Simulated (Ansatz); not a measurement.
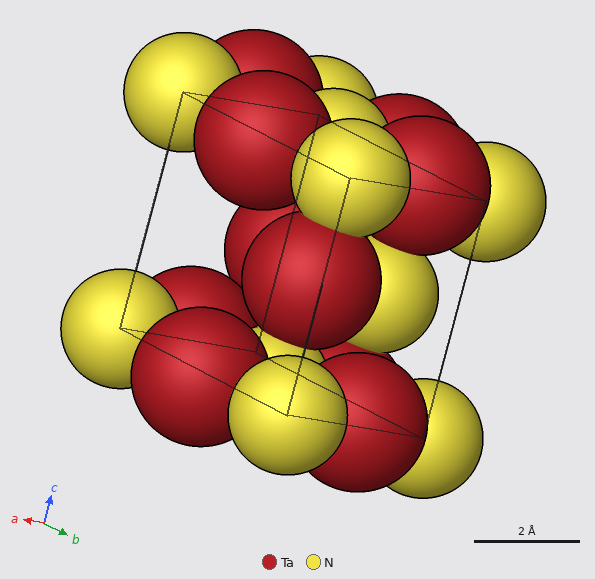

A space-filling rendering, viewed from a general direction. Thin lines show the unit cell, with boundary atoms drawn in all their periodic places.

Ta4N3, a = 4.33 Å, b = 4.33 Å, c = 5.19 Å, α = 113.50°, β = 112.82°, γ = 92.41°.

Method used: Ansatz, DFT PBEsol, scalar-relativistic, plane waves, PAW. It ran with wavefunction cutoff 420 eV, k-points about 0.17 Å⁻¹ apart, Gaussian smearing of 0.15 eV, no spin polarisation.

Question: What is the electronic character?

Answer: A metal: bands cross the Fermi level.

Question: Which way would the volume go on relaxing?

Answer: The computed pressure is 4.6 GPa (compressed: it would expand). The stress isn't hydrostatic: its largest component is 6.0 GPa.

Origin of the cell: a structure listed in the Materials Project. The cell was then strained or its atoms displaced on purpose. It went into a calculation with Ansatz.

At this level of theory the run's own cell isn't at rest (compressed, at 5 GPa and forces up to 0.8 eV/Å), so its distances can differ from those at equilibrium, the more so the softer the solid.
